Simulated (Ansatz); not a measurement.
# Yb: single-point calculation (part 2 of 2)

Continued. System: Yb (P6₃/mmc, 2 atoms in the cell). Method: DFT, r2SCAN, PAW with Ansatz's default frozen-core files, scalar-relativistic, spin-polarised (Ansatz 0.2.0); cutoff 500 eV, 9×9×5 k-mesh, Fermi–Dirac smearing of 0.08 eV, collinear spins. The structure derives from an entry of the Crystallography Open Database. Its volume is 0.94 times that of the source entry. It belongs to a series of runs on one base structure; here: volume scaled by 0.94, PAW files.

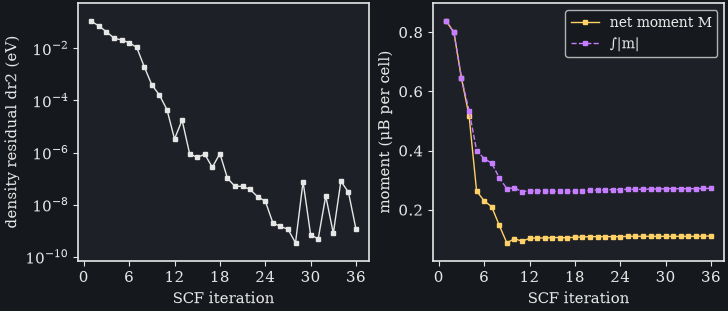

Figure 1. Convergence of the self-consistent field: density residual dr2 and magnetic moment against the SCF iteration. The residual falls unevenly and jumps up by a factor of two or more 5 times on the way down. The net moment goes from 0.8 to 0.1 μB per cell.

```
this state was not tested for a lower state beside it, because the mixer in use, unlike msr1, does not test its closes by its own steps (another_mixer; see scf.mixing.algorithm and scf.lower_state_search)
SCF converged after 36 iterations
Magnetization: 0.1107 μB (24.0553 up, 23.9447 down)
Absolute magnetization: 0.2736 μB (∫|ρ↑−ρ↓|, with the PAW one-centre terms)
Spin contamination: 0.0336 ħ² per cell (⟨S²⟩ above its minimum at these occupations)
Per-site moments (μB) at R_I (Å): [(0.029835622321012938, 1.5677871590517243), (0.029835622321012906, 1.5677871590517243)]
Free energy (F): -27611.650262 eV
Harris-Foulkes:  -27611.650262 eV  (|F-HF|=1.48e-9)
Internal energy: -27611.539035 eV  (E = F + TS)
E sigma→0 (E₀):  -27611.594649 eV
Entropy (-TS):   -0.111227 eV (-55.613 meV/atom)
Fermi energy:    9.588191 eV
--- Per-component energies (eV) ---
  E_band       = -73.979489
  E_kinetic    = 704.749770
  E_local      = -12933.897586  (includes V_loc(G=0)·N_el)
  E_nonlocal   = 1094.021710
  E_hartree    = 5624.530667
  E_xc         = -318.027322
  E_vxc        = -453.581704  (∫ρ·V_xc dr)
  E_paw        = -14728.528431  (= ΣΔE_a)
  E_vpaw       = 237.426197  (= ΣTr[D̂ρ^β])
  E_aug_tail   = 0.000003  (compensation charges beyond the density's cutoff)
  E_vtau       = 28.245708  (kinetic-family band-sum trace: ∫τ·v_τ [+ j·A + Jᵃ·Aᵃ] dr)
  E_ewald      = -7056.086259
  E_core_change = 1.698413  (= ΣΔE_core)
  E_smearing   = -0.111227  (= −TS)
  E_closure    = 0.000000  (closes the sum)
  Σ components = -27611.650262   (vs F -27611.650262, Δ=0.00e0)
--- Forces (eV/Å), atoms counted from 1 ---
  atom   1  Yb     0.00000000    -0.00000000    -0.00000000
  atom   2  Yb    -0.00000000     0.00000000     0.00000000
  max |Σ_I F_I| component: 0.00e0 eV/Å
--- Stress (GPa, compression-positive) ---
       -1.729303      -0.000000       0.000000
       -0.000000      -1.729303       0.000000
        0.000000       0.000000      -1.613264
  P = ⅓ Tr σ = -1.6906 GPa (-16.906 kbar)
--- Band table (eV; the first three rows and the last of 72) ---
  k-point 0 ↑: bands = ["-43.7631", "-43.7516", "-15.6406", "-15.4219", "-15.4219", "-15.3879", "-15.3879", "-15.3825", "4.3593", "7.9457", "9.0275", "9.0708", "9.0888", "9.0916", "9.1279", "9.1279", "9.1320", "9.1320", "9.1528", "9.1528", "9.1703", "9.1703", "9.1823", "9.1851", "9.5287", "12.6273", "12.6473", "12.6473", "13.2346", "13.2346"]
  k-point 1 ↑: bands = ["-43.7620", "-43.7527", "-15.6167", "-15.4186", "-15.4186", "-15.4079", "-15.3911", "-15.3911", "4.5808", "7.2646", "9.0586", "9.0654", "9.0983", "9.1156", "9.1156", "9.1200", "9.1367", "9.1367", "9.1518", "9.1518", "9.1823", "9.1823", "9.1826", "9.1849", "10.0017", "12.3440", "12.5806", "12.5806", "13.0633", "13.0633"]
  k-point 2 ↑: bands = ["-43.7591", "-43.7555", "-15.5533", "-15.4736", "-15.4102", "-15.4102", "-15.3997", "-15.3997", "5.2161", "6.1731", "9.0594", "9.0603", "9.1119", "9.1119", "9.1137", "9.1195", "9.1195", "9.1250", "9.1739", "9.1739", "9.1833", "9.1842", "9.1864", "9.1864", "10.8155", "11.6492", "12.5737", "12.5737", "12.7589", "12.7589"]
  k-point 35 ↓: bands = ["-43.7350", "-43.7350", "-15.5792", "-15.5792", "-15.5468", "-15.5244", "-15.4250", "-15.4250", "9.0347", "9.0347", "9.0979", "9.1007", "9.1184", "9.1184", "9.1235", "9.1235", "9.1342", "9.1449", "9.1762", "9.1762", "9.2270", "9.2270", "9.6682", "9.7231", "9.7231", "9.8853", "10.3258", "10.3258", "13.0167", "13.8512"]
--- Löwdin populations: 2 sites ---
  site symbol       q [e]    m [muB]
     0     Yb     23.9442     0.0523
     1     Yb     23.9442     0.0523
  spilling = 0.002323 (of n_electrons = 48.000000)
```

File populations.tsv
```
# site	symbol	l	j	q_up	q_dn
# orbitals = lowdin
# n_electrons = 48.000000
# spilling = 0.002323
# projection_atom_Yb: [Kr 4d10] 4f14 5s2 5p6 5d0 6s2
0	Yb	0_5S	-	0.977310	0.977365
0	Yb	0_6S	-	0.337742	0.341335
0	Yb	1_5P	-	2.983350	2.982691
0	Yb	2_5D	-	0.788551	0.750389
0	Yb	3_4F	-	6.911323	6.894187
1	Yb	0_5S	-	0.977310	0.977365
1	Yb	0_6S	-	0.337742	0.341335
1	Yb	1_5P	-	2.983350	2.982691
1	Yb	2_5D	-	0.788551	0.750389
1	Yb	3_4F	-	6.911323	6.894187
```

File v_z.tsv
```
# z_ang	v_es[eV]	v_tot_up[eV]	v_tot_dn[eV]
# format = ansatz-planar-average/11
# xc	r2scan
# density_cutoff_ev	2000
# datasets	Yb=:simpson_from_first_knot:soft:shift=0
# lattice	3.800696143	0.000000000	0.000000000
# lattice	-1.900348072	3.291499412	0.000000000
# lattice	0.000000000	0.000000000	6.255538932
# sites	2
# site	70	0.000000000	2.194332941	1.563884733
# site	70	1.900348072	1.097166471	4.691654199
0.000000	1.102241e1	3.399158e0	3.904438e0
0.130324	1.091613e1	3.227124e0	3.667404e0
0.260647	1.059223e1	2.920474e0	3.309629e0
0.390971	1.004294e1	2.377233e0	2.698654e0
0.521295	9.152737e0	1.339977e0	1.570795e0
0.651619	7.798938e0	-3.990361e-1	-2.658641e-1
0.781942	6.072617e0	-2.738369e0	-2.714056e0
0.912266	4.171997e0	-5.318444e0	-5.384922e0
1.042590	2.257980e0	-7.946205e0	-8.103006e0
1.172914	4.692160e-1	-1.033798e1	-1.055917e1
1.303237	-1.018532e0	-1.226938e1	-1.254746e1
1.433561	-2.011006e0	-1.352566e1	-1.383255e1
1.563885	-2.359735e0	-1.396539e1	-1.428885e1
1.694208	-2.011006e0	-1.352566e1	-1.383255e1
1.824532	-1.018532e0	-1.226938e1	-1.254746e1
1.954856	4.692160e-1	-1.033798e1	-1.055917e1
2.085180	2.257980e0	-7.946205e0	-8.103006e0
2.215503	4.171997e0	-5.318444e0	-5.384922e0
2.345827	6.072617e0	-2.738369e0	-2.714056e0
2.476151	7.798938e0	-3.990361e-1	-2.658641e-1
2.606475	9.152737e0	1.339977e0	1.570795e0
2.736798	1.004294e1	2.377233e0	2.698654e0
2.867122	1.059223e1	2.920474e0	3.309629e0
2.997446	1.091613e1	3.227124e0	3.667404e0
3.127769	1.102241e1	3.399158e0	3.904438e0
3.258093	1.091613e1	3.227124e0	3.667404e0
3.388417	1.059223e1	2.920474e0	3.309629e0
3.518741	1.004294e1	2.377233e0	2.698654e0
3.649064	9.152737e0	1.339977e0	1.570795e0
3.779388	7.798938e0	-3.990361e-1	-2.658641e-1
3.909712	6.072617e0	-2.738369e0	-2.714056e0
4.040036	4.171997e0	-5.318444e0	-5.384922e0
4.170359	2.257980e0	-7.946205e0	-8.103006e0
4.300683	4.692160e-1	-1.033798e1	-1.055917e1
4.431007	-1.018532e0	-1.226938e1	-1.254746e1
4.561330	-2.011006e0	-1.352566e1	-1.383255e1
4.691654	-2.359735e0	-1.396539e1	-1.428885e1
4.821978	-2.011006e0	-1.352566e1	-1.383255e1
4.952302	-1.018532e0	-1.226938e1	-1.254746e1
5.082625	4.692160e-1	-1.033798e1	-1.055917e1
5.212949	2.257980e0	-7.946205e0	-8.103006e0
5.343273	4.171997e0	-5.318444e0	-5.384922e0
5.473597	6.072617e0	-2.738369e0	-2.714056e0
5.603920	7.798938e0	-3.990361e-1	-2.658641e-1
5.734244	9.152737e0	1.339977e0	1.570795e0
5.864568	1.004294e1	2.377233e0	2.698654e0
5.994891	1.059223e1	2.920474e0	3.309629e0
6.125215	1.091613e1	3.227124e0	3.667404e0
```

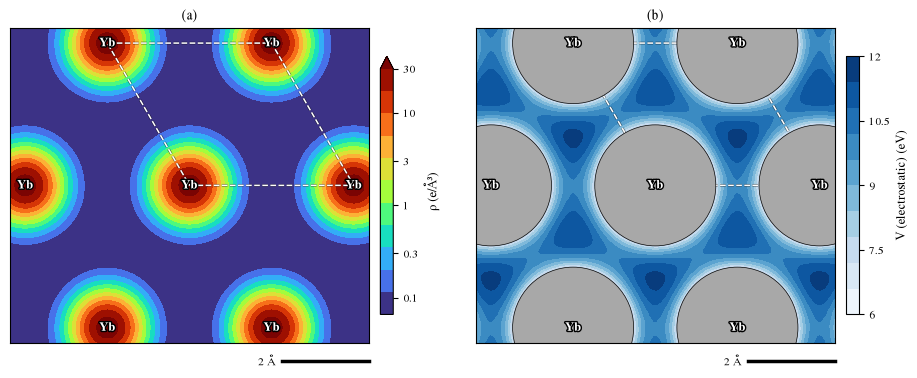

Figure 2. (a) valence pseudo-density; (b) electrostatic potential (local pseudopotential plus Hartree) felt by an electron on the (001) plane of the conventional cell. Grey discs, where drawn, cover atomic cores. Atoms in the plane: Yb. Yb–Yb (3.80 Å): ρ at the midpoint is about 0.07 e/Å³. Away from the nuclei the density in this plane falls to 0.07 e/Å³ at its lowest. Outside the cores the potential energy rises away from the atoms and is highest about 2.2 Å from the nearest atoms; outside the discs it spans about 5 eV, and its zero is arbitrary. The fields are those of the smooth PAW valence density.

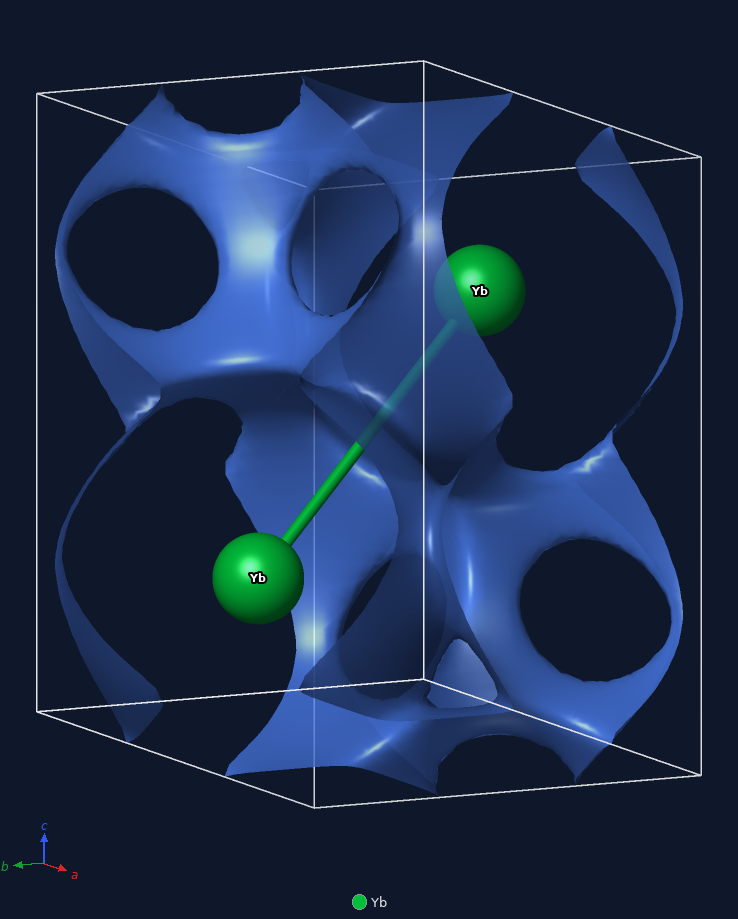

Figure 3. Isosurface of the electron localisation function at 0.4 (blue), seen at an oblique angle. Core shells and regions of very low density are left out. Sticks mark near contacts. The outline is the cell set on symmetry axes. The ELF exceeds this value in one network that runs through the whole crystal, counted in one cell of 2 atoms. Profiles from the grid: Yb–Yb (3.80 Å): the ELF is about 0.25 at the midpoint; no shared electron pair.

This output came from the following input.

Input file
```yaml
crystal:
  lattice:
    - [3.8006961432, 0.0, 0.0]
    - [-1.9003480716, 3.291499412, 0.0]
    - [0.0, 0.0, 6.2555389316]
  atoms:
    - { symbol: Yb, position: [0.3333333333, 0.6666666667, 0.25], spin: 1.0 }
    - { symbol: Yb, position: [0.6666666667, 0.3333333333, 0.75], spin: 1.0 }
magnetization:
  spin_polarized: true
kpoints:
  mp_grid: { grid: [9, 9, 5] }
scf:
  occupations: { method: fermi_dirac, width: 0.08 }
hamiltonian:
  xc: r2scan
  pseudopotentials: { kind: paw }
output:
  forces: true
  stress: true
  eigenvalues: true
  populations: true
  write_density: true
  write_potential: true
  elf: true
  volumetric_format: npy
```

Run as:
```bash
ansatz run input.yaml --threads 1 --pin off --max-ram 3072MiB --backend cpu --events-out ev --progress --plain --runs-dir out
```

Results in brief

```csv
quantity,value
outcome,converged
space group (tolerance 0.01 Å),P6₃/mmc (194)
electrons treated,48
free energy,−27611.6503 eV
Fermi energy,9.588 eV
net moment of the cell,0.11 μB
integrated absolute moment,0.27 μB
pressure,−1.69 GPa
largest force (length of the vector),under 0.001 eV/Å
hardware,"1 thread of Intel Xeon (Granite Rapids), 32 GiB of memory available, shared host"
wall time,39 s
peak memory,0.71 GiB
```

Remarks

Warnings of the run: the state was not tested for a lower one.
